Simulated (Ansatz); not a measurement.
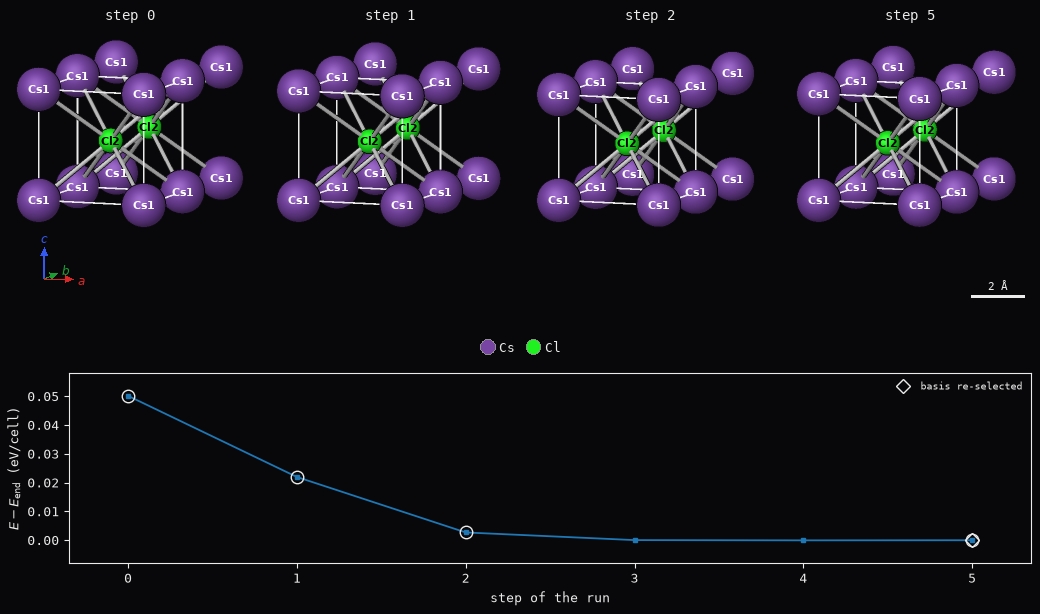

Frames of a relaxation of solid CsCl (built on the CsCl type), marked on the history of the run. The picture is a ball-and-stick view of the cell of the calculation, repeated 1 × 2 × 1 with one cell outlined, seen slightly off an axis.

Method: DFT, PBEsol, plane waves, PAW in Ansatz 0.2.0. Set-up: plane-wave cutoff 420 eV; k-point mesh 6 × 6 × 6; occupations fermi dirac; smearing width 0.03 eV; no spin polarisation; cell and atoms relaxed; force threshold 0.01 eV/Å; at most 120 steps.

Q: Describe the path.

A: The atoms keep their places relative to the cell (all moves are under 0.005 Å). Cell: a = b = c 4.236 → 4.069 Å (−4.0 %). Volume −11.4 %. Near-neighbour distances that change, for instance: Cs1–Cl2 3.669 → 3.523 Å. The space group stays Pm-3m (No. 221). After 4 accepted moves (5 points after the start) the energy has fallen by 50.2 meV per cell of the calculation. All forces vanish by symmetry, so only the cell relaxes. The pressure goes from −1.63 to 0.00 GPa. At 1 point the geometry stayed and the basis and grid were re-selected for the new cell (energy shift of less than 0.05 meV per cell of the calculation at most each time). The run took 2.9 s on 2 threads of Intel(R) Xeon(R) Platinum 8488C (Sapphire Rapids), with other jobs on the host, peak memory 0.38 GiB. From step 0 to 1: volume −4.2 %, energy −28.2 meV per cell of the calculation. From step 1 to 2: volume −10.0 %, energy −19.3 meV per cell of the calculation. From step 2 to 5: volume +2.7 %, energy −2.7 meV per cell of the calculation.
